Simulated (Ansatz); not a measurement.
# Geometry relaxation, with input and output: In15P16 (charge −1) (part 2 of 2)

The same run, continued: In15P16 (defect cell, 31 atoms in the cell, total charge −1); DFT PBE, scalar-relativistic, plane waves, PAW, no spin polarisation (Ansatz 0.2.0); cutoff 420 eV, 2×2×2 k-mesh, Gaussian smearing of 0.02 eV. The structure derives from a Materials Project entry. It belongs to a series of runs on one base structure; here: In vacancy (site a), charge -1, atoms relaxed at the host's cell, started again with a moment of 0 μB.

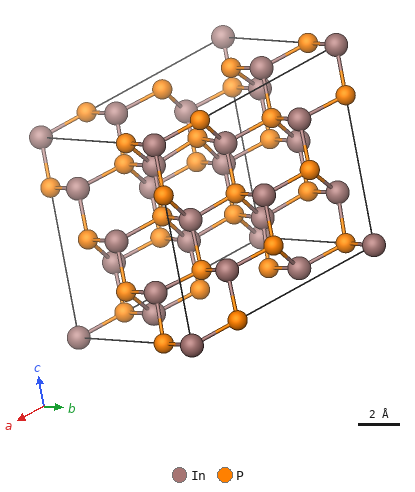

*The geometry at step 2 of the log (ball-and-stick view of the cell of the calculation, seen at an oblique angle).*

**Log, continued**
```
--- Forces (eV/Å), atoms counted from 1 ---
  atom   1  In     0.00247795    -0.00925251     0.00925251
  atom   2  In     0.00000000    -0.00000000     0.00000000
  atom   3  In    -0.00925251     0.00925251     0.00247795
  atom   4  In     0.00247795     0.00925251    -0.00925251
  atom   5  In    -0.00925251     0.00247795     0.00925251
  atom   6  In     0.00925251     0.00925251    -0.00247795
  atom   7  In     0.00000000     0.00000000     0.00000000
  atom   8  In     0.00925251    -0.00247795     0.00925251
  atom   9  In    -0.00247795    -0.00925251    -0.00925251
  atom  10  In     0.00000000    -0.00000000    -0.00000000
  atom  11  In     0.00925251    -0.00925251     0.00247795
  atom  12  In    -0.00247795     0.00925251     0.00925251
  atom  13  In    -0.00925251    -0.00247795    -0.00925251
  atom  14  In    -0.00925251    -0.00925251    -0.00247795
  atom  15  In     0.00925251     0.00247795    -0.00925251
  atom  16  P      0.00208285    -0.00208285    -0.00208285
  atom  17  P      0.01397017    -0.00648950     0.01397017
  atom  18  P     -0.00648950    -0.01397017    -0.01397017
  atom  19  P     -0.00208285     0.00208285    -0.00208285
  atom  20  P      0.01397017     0.01397017    -0.00648950
  atom  21  P     -0.00208285    -0.00208285     0.00208285
  atom  22  P      0.00648950     0.01397017    -0.01397017
  atom  23  P      0.01397017    -0.01397017     0.00648950
  atom  24  P      0.00648950    -0.01397017     0.01397017
  atom  25  P     -0.00648950     0.01397017     0.01397017
  atom  26  P      0.01397017     0.00648950    -0.01397017
  atom  27  P     -0.01397017     0.01397017     0.00648950
  atom  28  P      0.00208285     0.00208285     0.00208285
  atom  29  P     -0.01397017    -0.01397017    -0.00648950
  atom  30  P     -0.01397017    -0.00648950    -0.01397017
  atom  31  P     -0.01397017     0.00648950     0.01397017
  max |Σ_I F_I| component: 1.73e-17 eV/Å
--- Charged-cell corrections in eV (Makov–Payne, q = -1.000 e, ε = 15.079) ---
  F (periodic)     = -96056.014429  (uncorrected; the corrections below are reported, never added to it)
  E_corr1          = +0.145776  (monopole, q²α_M/2εL)
  F Makov-Payne    = -96055.868652  (F + E_corr1; no measured alignment; for a localised charge, not one spread in a band: unchecked)
  no potential alignment in this run, which stands beside a crystal: run the host's input off ansatz write-host-input, and read the two finished runs by ansatz place-levels (neither reads a slab, a wire or a sheet, whose cell leaves a vacuum)
--- Band table (eV) ---
  k-point 0: bands = ["-8.3201", "-8.3201", "-8.3201", "-8.3183", "-8.3183", "-8.3170", "-8.3170", "-8.3170", "-8.3131", "-8.2741", "-8.2741", "-8.2741", "-8.2552", "-8.2318", "-8.2318", "-8.2318", "-8.1878", "-8.1878", "-8.1867", "-8.1867", "-8.1867", "-8.1712", "-8.1712", "-8.1712", "-8.1658", "-8.1563", "-8.1563", "-8.1563", "-8.1513", "-8.1513", "-8.1513", "-8.1480", "-8.1480", "-8.1399", "-8.1399", "-8.1399", "-8.1386", "-8.1386", "-8.1386", "-8.1250",
      "-8.1250", "-8.1231", "-8.1231", "-8.1231", "-8.1225", "-8.1173", "-8.1173", "-8.1173", "-8.1161", "-8.1161", "-8.1161", "-8.0804", "-8.0776", "-8.0776", "-8.0776", "-8.0743", "-8.0743", "-8.0718", "-8.0718", "-8.0718", "-8.0706", "-8.0706", "-8.0706", "-8.0527", "-8.0527", "-8.0527", "-8.0507", "-8.0507", "-8.0501", "-8.0501", "-8.0501", "-8.0483", "-8.0467", "-8.0467", "-8.0467", "-4.6092", "-4.6092", "-4.6092", "-4.3920", "-3.4794",
      "-3.4794", "-3.4794", "-3.4747", "-3.4747", "-3.4596", "-3.4596", "-3.4596", "-3.2439", "-3.2439", "-3.2439", "-3.0724", "0.7939", "0.7939", "0.7939", "0.8361", "0.8361", "0.8369", "0.8369", "0.8369", "0.8693", "0.8693", "0.8693", "2.0534", "2.6133", "2.6133", "2.6133", "3.1961", "3.3977", "3.3977", "3.4058", "3.4058", "3.4058", "3.4493", "3.4493", "3.4493", "3.6305", "3.6305", "3.6305", "4.2935", "4.2935",
      "4.2935", "4.3366", "4.3366", "4.3573", "4.3878", "4.3878", "4.3878", "4.4621", "4.7924", "4.7924", "4.7924", "5.4242", "5.4242", "5.4242", "5.4305", "5.4305", "5.8314", "5.8314", "5.8314", "7.6200", "7.6200", "7.6200", "7.8930", "8.3719", "8.3719", "8.4594", "8.4594", "8.4594", "8.4808", "8.4808", "8.4808", "8.6358", "8.6358", "8.6358", "9.1941", "10.0580", "10.0580", "10.0580", "10.1687", "10.1687",
      "10.1687", "10.2308", "10.2308", "10.3032", "10.3032", "10.3032", "10.6411", "10.6411", "10.6941"]
  k-point 1: bands = ["-8.3351", "-8.3351", "-8.3297", "-8.3157", "-8.3111", "-8.3111", "-8.3071", "-8.2988", "-8.2988", "-8.2816", "-8.2723", "-8.2635", "-8.2554", "-8.2514", "-8.2514", "-8.2190", "-8.1912", "-8.1912", "-8.1833", "-8.1826", "-8.1826", "-8.1824", "-8.1642", "-8.1619", "-8.1619", "-8.1615", "-8.1565", "-8.1539", "-8.1502", "-8.1502", "-8.1491", "-8.1475", "-8.1475", "-8.1449", "-8.1438", "-8.1438", "-8.1408", "-8.1399", "-8.1398", "-8.1398",
      "-8.1346", "-8.1320", "-8.1310", "-8.1227", "-8.1146", "-8.1136", "-8.1136", "-8.1135", "-8.1096", "-8.1075", "-8.0990", "-8.0916", "-8.0823", "-8.0787", "-8.0787", "-8.0750", "-8.0737", "-8.0737", "-8.0657", "-8.0635", "-8.0627", "-8.0599", "-8.0599", "-8.0596", "-8.0570", "-8.0566", "-8.0566", "-8.0552", "-8.0549", "-8.0549", "-8.0489", "-8.0482", "-8.0482", "-8.0446", "-8.0427", "-4.9568", "-4.2577", "-4.2072", "-4.2072", "-4.1045",
      "-3.7249", "-3.7136", "-3.7136", "-3.6429", "-3.3762", "-3.2998", "-3.2492", "-3.2492", "-3.0580", "-2.9874", "-2.9874", "0.5018", "0.5250", "0.7354", "0.7816", "0.7816", "0.7827", "0.8675", "0.8675", "0.8802", "1.0941", "1.6809", "2.1188", "2.1645", "2.1645", "2.9484", "2.9598", "3.0172", "3.0172", "3.4346", "3.4801", "3.5713", "3.5713", "3.6634", "4.0212", "4.0212", "4.1045", "4.1250", "4.1370", "4.1370",
      "4.1665", "4.1712", "4.1712", "4.1953", "4.2004", "4.4474", "4.4474", "4.5716", "4.9032", "4.9780", "5.0033", "5.0033", "5.0261", "5.0891", "5.2839", "5.2839", "5.4357", "5.7640", "5.7640", "7.9052", "8.0232", "8.1665", "8.1665", "8.2226", "8.3125", "8.5538", "8.7145", "8.7145", "8.8620", "8.9283", "8.9368", "8.9522", "8.9522", "9.2184", "9.2303", "9.2998", "9.2998", "9.4290", "9.4801", "9.6004",
      "9.6559", "9.6559", "10.3312", "10.5302", "10.5302", "10.5400", "10.5495", "10.6235", "10.6321"]
--- Relaxed structure (2 steps of the walk, 2 accepted, 0 SCFs on fresh bases) ---
  F+E_penalty+E_count = -96056.01442869 eV   max|allowed force component| = 1.397e-2 eV/Å
  atoms:
    - { symbol: In, position: [0.4999999999999999, 0.7423676209904743, 0.7500044346124306] }
    - { symbol: In, position: [0.49999999999999994, -3.873126675465523e-20, 0.49999999999999994] }
    - { symbol: In, position: [0.7423676209904743, 0.2500044346124308, 0.0] }
    - { symbol: In, position: [0.5, 0.2500044346124308, 0.24236762099047426] }
    - { symbol: In, position: [0.7423676209904743, 0.4999999999999999, 0.7500044346124306] }
    - { symbol: In, position: [0.7499955653875692, 0.7499955653875692, 0.4923631863780434] }
    - { symbol: In, position: [-9.037295576086218e-20, -3.8731266754655337e-20, -9.389398001128591e-21] }
    - { symbol: In, position: [0.7499955653875692, -0.007636813621956562, 0.24999556538756923] }
    - { symbol: In, position: [0.00763681362195659, 0.25763237900952574, 0.7576323790095256] }
    - { symbol: In, position: [-9.037295576086225e-20, 0.49999999999999994, 0.49999999999999994] }
    - { symbol: In, position: [0.2500044346124308, 0.7423676209904743, 0.0] }
    - { symbol: In, position: [-0.007636813621956562, 0.7499955653875692, 0.24999556538756923] }
    - { symbol: In, position: [0.25763237900952574, 0.00763681362195659, 0.7576323790095256] }
    - { symbol: In, position: [0.2576323790095257, 0.2576323790095257, 0.5076368136219566] }
    - { symbol: In, position: [0.2500044346124308, 0.5, 0.24236762099047426] }
    - { symbol: P, position: [0.2671341561379272, 0.49999999999999994, 0.0] }
    - { symbol: P, position: [0.25128394853994185, 0.7504642300688867, 0.7512839485399417] }
    - { symbol: P, position: [0.249535769931113, 0.0008197184710550254, 0.500819718471055] }
    - { symbol: P, position: [0.49999999999999994, 0.2671341561379272, 0.0] }
    - { symbol: P, position: [0.25128394853994196, 0.25128394853994196, 0.25046423006888696] }
    - { symbol: P, position: [0.49999999999999994, 0.49999999999999994, 0.7671341561379271] }
    - { symbol: P, position: [0.49999999999999994, 0.748716051460058, 0.49918028152894495] }
    - { symbol: P, position: [0.748716051460058, -0.0008197184710549976, 0.0] }
    - { symbol: P, position: [0.49999999999999994, -0.0008197184710549976, 0.24871605146005799] }
    - { symbol: P, position: [0.7504642300688867, 0.25128394853994185, 0.7512839485399417] }
    - { symbol: P, position: [0.748716051460058, 0.49999999999999994, 0.49918028152894495] }
    - { symbol: P, position: [-0.0008197184710549976, 0.748716051460058, 0.0] }
    - { symbol: P, position: [0.7328658438620727, 0.7328658438620727, 0.23286584386207276] }
    - { symbol: P, position: [0.0008197184710549976, 0.0008197184710549976, 0.749535769931113] }
    - { symbol: P, position: [0.0008197184710550254, 0.249535769931113, 0.500819718471055] }
    - { symbol: P, position: [-0.0008197184710549976, 0.49999999999999994, 0.24871605146005799] }
```

**Trajectory as extended XYZ (Å, eV, eV/Å), 2 frames, from step=1 to step=2**
```
31
Lattice="-5.9598 5.9598 5.9598 5.9598 -5.9598 5.9598 5.9598 5.9598 -5.9598" Properties=species:S:1:pos:R:3:forces:R:3 step=1 energy=-96056.01103
In    5.9249    3.0214    2.9384   -0.0249   0.0039  -0.0039
In    0.0000    5.9598    0.0000    0.0000   0.0000   0.0000
In   -2.9384    2.9384    5.9249    0.0039  -0.0039  -0.0249
In   -0.0349    2.9384    3.0214   -0.0249  -0.0039   0.0039
In    3.0214    5.9249    2.9384    0.0039  -0.0249  -0.0039
In    2.9384    2.9384    5.9947   -0.0039  -0.0039   0.0249
In    0.0000    0.0000    0.0000    0.0000   0.0000   0.0000
In   -3.0214    5.9947    2.9384   -0.0039   0.0249  -0.0039
In    5.9947    3.0214   -2.9384    0.0249   0.0039   0.0039
In    5.9598    0.0000    0.0000    0.0000   0.0000   0.0000
In    2.9384   -2.9384    5.9249   -0.0039   0.0039  -0.0249
In    5.9947   -3.0214    2.9384    0.0249  -0.0039  -0.0039
In    3.0214    5.9947   -2.9384    0.0039   0.0249   0.0039
In    3.0214    3.0214    0.0349    0.0039   0.0039   0.0249
In    2.9384   -0.0349    3.0214   -0.0039  -0.0249   0.0039
P     1.4054   -1.4054    4.5544   -0.0279   0.0279   0.0279
P     7.4555    1.4983    1.4957   -0.0111  -0.0089  -0.0111
P     1.4983    4.4641   -1.4957   -0.0089   0.0111   0.0111
P    -1.4054    1.4054    4.5544    0.0279  -0.0279   0.0279
P     1.4957    1.4957    1.4983   -0.0111  -0.0111  -0.0089
P     4.5544    4.5544    1.4054    0.0279   0.0279  -0.0279
P     4.4615    1.4957    4.4641    0.0089  -0.0111   0.0111
P    -4.4641    4.4641    4.4615   -0.0111   0.0111   0.0089
P    -1.4983    4.4641    1.4957    0.0089   0.0111  -0.0111
P     1.4983    7.4555    1.4957   -0.0089  -0.0111  -0.0111
P     1.4957    4.4615    4.4641   -0.0111   0.0089   0.0111
P     4.4641   -4.4641    4.4615    0.0111  -0.0111   0.0089
P     1.4054    1.4054    7.3652   -0.0279  -0.0279  -0.0279
P     4.4641    4.4641   -4.4615    0.0111   0.0111  -0.0089
P     4.4641    1.4983   -1.4957    0.0111  -0.0089   0.0111
P     4.4641   -1.4983    1.4957    0.0111   0.0089  -0.0111
31
Lattice="-5.9598 5.9598 5.9598 5.9598 -5.9598 5.9598 5.9598 5.9598 -5.9598" Properties=species:S:1:pos:R:3:forces:R:3 step=2 energy=-96056.01443
In    5.9143    3.0254    2.9344    0.0025  -0.0093   0.0093
In    0.0000    5.9598    0.0000    0.0000   0.0000   0.0000
In   -2.9344    2.9344    5.9143   -0.0093   0.0093   0.0025
In   -0.0455    2.9344    3.0254    0.0025   0.0093  -0.0093
In    3.0254    5.9143    2.9344   -0.0093   0.0025   0.0093
In    2.9344    2.9344    6.0052    0.0093   0.0093  -0.0025
In    0.0000    0.0000    0.0000    0.0000   0.0000   0.0000
In   -3.0254    6.0052    2.9344    0.0093  -0.0025   0.0093
In    6.0052    3.0254   -2.9344   -0.0025  -0.0093  -0.0093
In    5.9598    0.0000    0.0000    0.0000   0.0000   0.0000
In    2.9344   -2.9344    5.9143    0.0093  -0.0093   0.0025
In    6.0052   -3.0254    2.9344   -0.0025   0.0093   0.0093
In    3.0254    6.0052   -2.9344   -0.0093  -0.0025  -0.0093
In    3.0254    3.0254    0.0455   -0.0093  -0.0093  -0.0025
In    2.9344   -0.0455    3.0254    0.0093   0.0025  -0.0093
P     1.3878   -1.3878    4.5720    0.0021  -0.0021  -0.0021
P     7.4525    1.5025    1.4927    0.0140  -0.0065   0.0140
P     1.5025    4.4671   -1.4927   -0.0065  -0.0140  -0.0140
P    -1.3878    1.3878    4.5720   -0.0021   0.0021  -0.0021
P     1.4927    1.4927    1.5025    0.0140   0.0140  -0.0065
P     4.5720    4.5720    1.3878   -0.0021  -0.0021   0.0021
P     4.4573    1.4927    4.4671    0.0065   0.0140  -0.0140
P    -4.4671    4.4671    4.4573    0.0140  -0.0140   0.0065
P    -1.5025    4.4671    1.4927    0.0065  -0.0140   0.0140
P     1.5025    7.4525    1.4927   -0.0065   0.0140   0.0140
P     1.4927    4.4573    4.4671    0.0140   0.0065  -0.0140
P     4.4671   -4.4671    4.4573   -0.0140   0.0140   0.0065
P     1.3878    1.3878    7.3476    0.0021   0.0021   0.0021
P     4.4671    4.4671   -4.4573   -0.0140  -0.0140  -0.0065
P     4.4671    1.5025   -1.4927   -0.0140  -0.0065  -0.0140
P     4.4671   -1.5025    1.4927   -0.0140   0.0065   0.0140
```

**Results in brief**

- outcome: converged
- electrons treated: 276
- free energy: −96056.0144 eV
- Fermi energy: 5.778 eV
- gap on the k-point mesh: none (metallic)
- final volume: 846.74 Å³
- largest force (length of the vector) at the end: 0.021 eV/Å
- hardware: 4 threads of Arm Neoverse V1, 24 GiB of memory available, shared host
- wall time: 43 s (CPU time 2.8 min)
- peak memory: 1.7 GiB
